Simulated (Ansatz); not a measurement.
```
CELL_PARAMETERS angstrom
3.48484 0.00000 0.00000
0.00000 3.48484 0.00000
0.00000 0.00000 3.45937
ATOMIC_POSITIONS crystal
Li 0.00000 0.00000 0.00000
Li 0.50000 0.50000 0.50000
```

Space group I4/mmm; computed without spin polarisation.

These are results of DFT r2SCAN, scalar-relativistic, plane waves, PAW in Ansatz, not measurements.

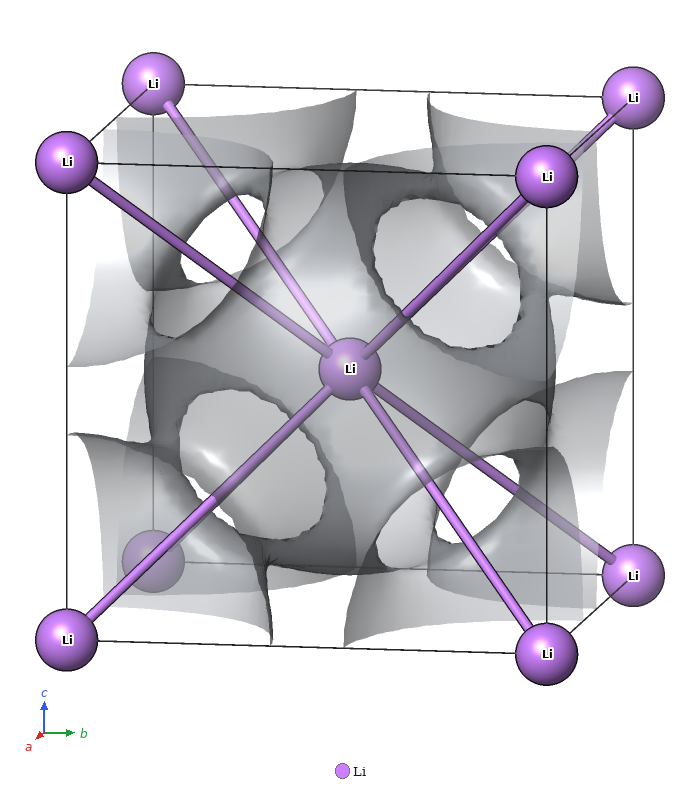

Li. Isosurface of the ELF at 0.6 (grey), seen slightly off an axis. Only the valence region is drawn (cores and ρ < 0.01 e/Å³ removed). Sticks mark near contacts.

Core electrons are frozen (PAW), and the valence fields are smoothed inside the atomic spheres.

### What do the ELF domains correspond to?

The surface consists of one network that runs through the whole crystal, counted in one cell of 2 atoms. Any copies at cell faces, edges or corners count once. There are no localised bonds or lone pairs at this value. Profiles from the grid: Li–Li (3.01 Å): the ELF reaches about 0.50 near the midpoint.

### Does the calculation make it a metal, or give it a gap?

It is gapless in this calculation (a metal or semimetal).
